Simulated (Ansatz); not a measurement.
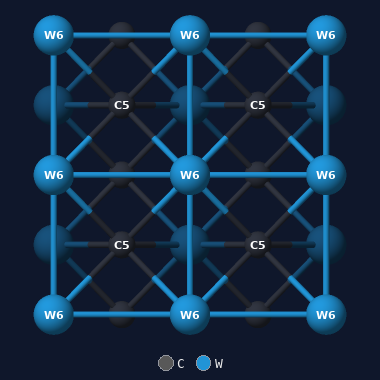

The system is B on a WC(100) slab cut from the P-6m2 phase (6 atoms of substrate and one adsorbate in a 1 × 1 cell); the picture shows it without the atoms that are moved over the map. One B atom a 1 × 1 cell is placed over a mesh of places on the rigid (1 0 0) surface, and only its height is relaxed. Places are given modulo a cell vector. The map is drawn in real space over the plane of the surface. The grid has 4 × 4 points. Energies are in eV, from the lowest grid point. With one adsorbate in each 1 × 1 cell, its nearest image is 2.8 Å away, so neighbouring adsorbates interact. The calculation used Ansatz 0.2.0, DFT PBEsol, scalar-relativistic, plane waves, PAW.

Range: place along a₁ from 0.00 to 0.75; place along a₂ from 0.00 to 0.75.

### What will the energy surface look like?

The lowest grid point is at a fourfold hollow over a second-layer C atom, (2/4, 2/4) of the cell vectors. The highest grid point, the top site over a surface W atom, (0/4, 0/4) of the cell vectors, lies 2.01 eV above the lowest. At the lowest point the adsorbate has 1 C at 1.69 Å as nearest neighbours, at the highest 1 W at 2.07 Å. Its relaxed height above the top atom is 0.91 Å at the lowest and 2.07 Å at the highest point.

| place along a₂ ↓, place along a₁ → | 0/4 | 1/4 | 2/4 | 3/4 |
| --- | --- | --- | --- | --- |
| 3/4 | 1.72 | 1.43 | 1.23 | 1.43 |
| 2/4 | 1.44 | 1.13 | 0.00 | 1.13 |
| 1/4 | 1.72 | 1.43 | 1.23 | 1.43 |
| 0/4 | 2.01 | 1.71 | 1.46 | 1.71 |

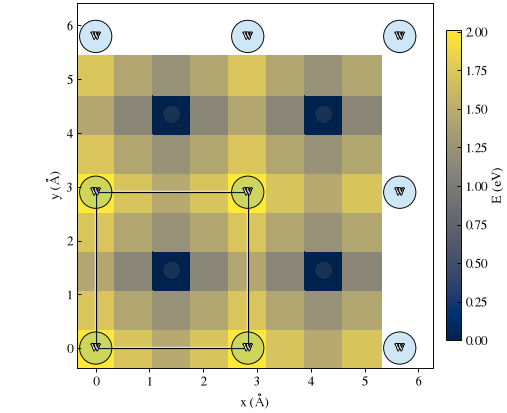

In the figure: one coloured cell a grid point, labelled circles for the atoms of the top layer and small ones for the second layer, the outline of one cell of the 2 × 2 shown.
